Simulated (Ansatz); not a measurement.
```cif
data_structure
_symmetry_space_group_name_H-M 'P 1'
_symmetry_Int_Tables_number 1
_cell_length_a 3.1779
_cell_length_b 10.1134
_cell_length_c 3.1779
_cell_angle_alpha 90.000
_cell_angle_beta 120.000
_cell_angle_gamma 90.000
_cell_volume 88.45
loop_
_atom_site_label
_atom_site_type_symbol
_atom_site_fract_x
_atom_site_fract_y
_atom_site_fract_z
_atom_site_occupancy
Sn1 Sn 0.83260 0.50000 0.92502 1
Sn2 Sn 0.16740 0.00000 0.07498 1
O1 O 0.49689 0.59963 0.25728 1
O2 O 0.83644 0.90037 0.40938 1
O3 O 0.16356 0.40037 0.59062 1
O4 O 0.50311 0.09963 0.74272 1
```

Space group P2₁; a point of a scan over the structure, not its minimum; a structure from a database of computed crystals, not necessarily the ambient phase; PAW files of the earlier set (soft_1).

Method: DFT PBEsol+D3(BJ), scalar-relativistic, plane waves, PAW (Ansatz 0.2.0).

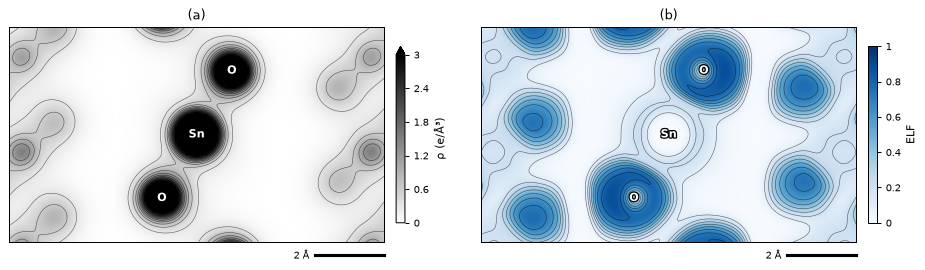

SnO$_{2}$. (a) valence charge density (pseudo); (b) electron localisation function on the (101) plane of the conventional cell.

Core electrons are frozen (PAW), and the valence fields are smoothed inside the atomic spheres.

Q: Interpret the plot.

A:
- Atoms in the plane: Sn and O.
- Atoms just off the plane (Sn, 0.8 Å away and O, 0.8 Å away) can leave unmarked features too.
- Sn–O (2.09 Å): ρ at the midpoint is about 0.62 e/Å³; the ELF peaks at about 0.80 in the valence shell of O, 0.6 Å from its nucleus, and is about 0.30 at the midpoint: no shared electron pair shows on this line.
- Between the atoms the lowest density in this plane is 0.006 e/Å³.
- The ELF also peaks beside O, away from the bonds: lone-pair regions.

Q: Does the calculation give a band gap?

A: It is gapped, with a Kohn–Sham gap of 2.3 eV on the k-point mesh (the band edges may lie off the mesh, which would make the gap smaller).
